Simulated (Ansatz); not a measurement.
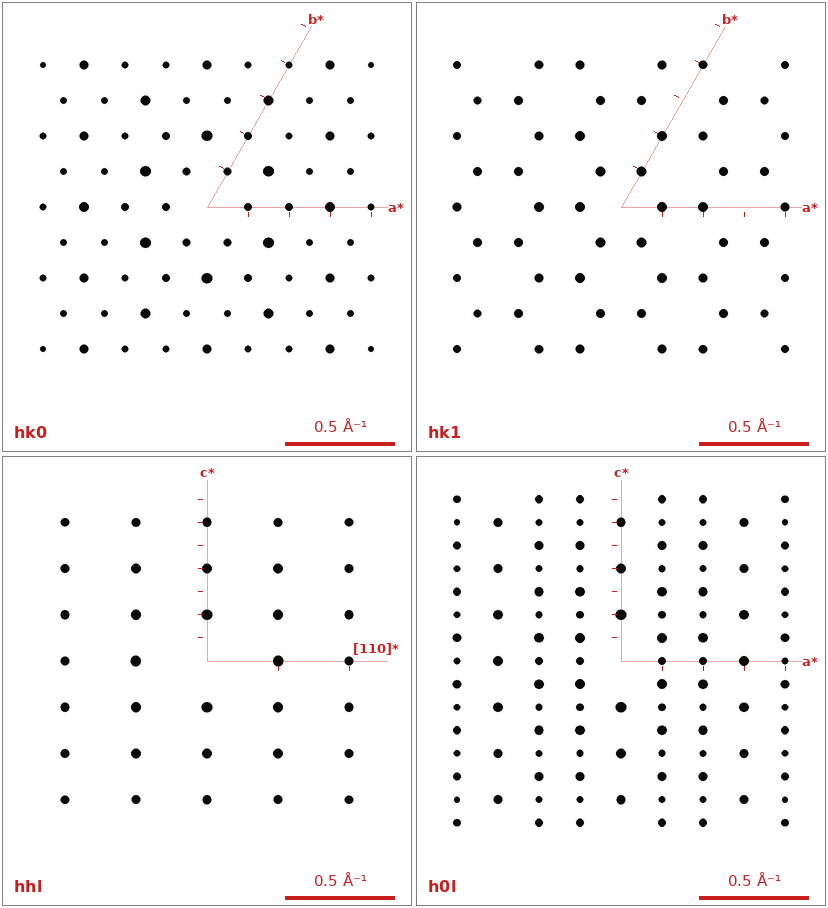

Four undistorted layers of reciprocal space, calculated for a single crystal (X-rays, kinematic |F|², B = 0.5 Å²). Tick marks count the reciprocal lattice steps of the conventional cell along each axis.

### What cell do the layers give?

a* = 0.189, b* = 0.189, c* = 0.107 Å⁻¹, γ* = 60°; the cell is hexagonal with a = 6.09 Å, c = 9.37 Å (hexagonal axes).

### Which reflection conditions do the layers show?

Reflections are present only under these conditions. hkl: no condition; hk0: no condition; h0l: no condition; hhl: l = 2n; 00l: l = 2n. The lattice is primitive (P). Further gaps, such as 0 3 1, 3 0 1, 3 0 3, come from atoms on special positions, not from the group's general conditions.

### Which space groups fit?

The intensities have Laue symmetry 6/mmm (the hk0 layer shows 6mm, hk1 shows 6mm). With these conditions the candidates are P6_3mc (No. 186), P-62c (No. 190), P6_3/mmc (No. 194). Diffraction geometry alone does not choose among them; the structure has P6_3/mmc. The compound is Hg. Structure: the input geometry of an electronic-structure calculation (not necessarily at equilibrium); the starting structure was generated, so it need not be a known form of this composition.
